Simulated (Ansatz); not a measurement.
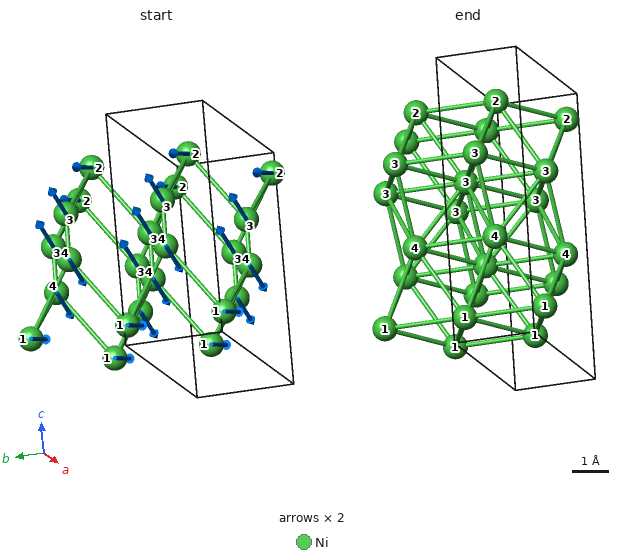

The structure of a crystal of Ni (built on the F_12 type) (coarse preliminary run) before (left) and after (right) a relaxation, at one scale. The blue arrows give the displacements (the part carried along by the change of the cell is left out), magnified 2 times.

The picture is a ball-and-stick view of the conventional cell (2 times the calculation's cell), repeated 1 × 2 × 1 with one cell outlined, seen from a free direction. Lengths and directions refer to the drawn axes.

Case: F type (C2/m, No. 12).

Computed with DFT PBE, scalar-relativistic, plane waves, PAW (Ansatz 0.2.0). Set-up: plane-wave cutoff 420 eV; k-point mesh 6 × 6 × 4; occupations gaussian; smearing width 0.1 eV; collinear spin; cell and atoms relaxed; force threshold 0.04 eV/Å; at most 70 steps.

Question: What changed between the two?

Answer: The largest moves relative to the cell, 0.67 Å, are those of Ni1 and Ni2. Ni1 goes roughly along +a. Cell: a 5.034 → 4.303 Å (−14.5 %), b 3.002 → 2.484 Å (−17.3 %), c 6.667 → 8.278 Å (+24.2 %), β 102.2° → 100.1°. Volume −11.6 %. Some distances before and after: Ni3–Ni4 1.324 → 2.497 Å, Ni1–Ni2 1.318 → 2.483 Å, Ni1–Ni2 (another image) 3.030 → 2.487 Å, Ni3–Ni4 (another image) 3.030 → 2.497 Å. New bonds form: Ni1–Ni2 (3.03 → 2.49 Å), Ni3–Ni4 (3.03 → 2.50 Å). Among the angles between lasting bonds that change: Ni1–Ni2–Ni3 147.1° → 179.9°, Ni2–Ni3–Ni4 127.1° → 109.9°, Ni1–Ni2–Ni3 134.8° → 120.1°. The space group stays C2/m (No. 12). After 10 accepted moves (12 points after the start) the energy has fallen by 7770 meV per atom. Largest force component: 56 eV/Å at the start, 0.0067 eV/Å at the end. Pressure: 148.15 GPa at the start and −0.03 GPa at the end. At 2 points the geometry stayed and the basis and grid were re-selected for the new cell (energy shift of 32.9 meV per atom at most each time). The run took of the order of 4 core-minutes on a shared host.
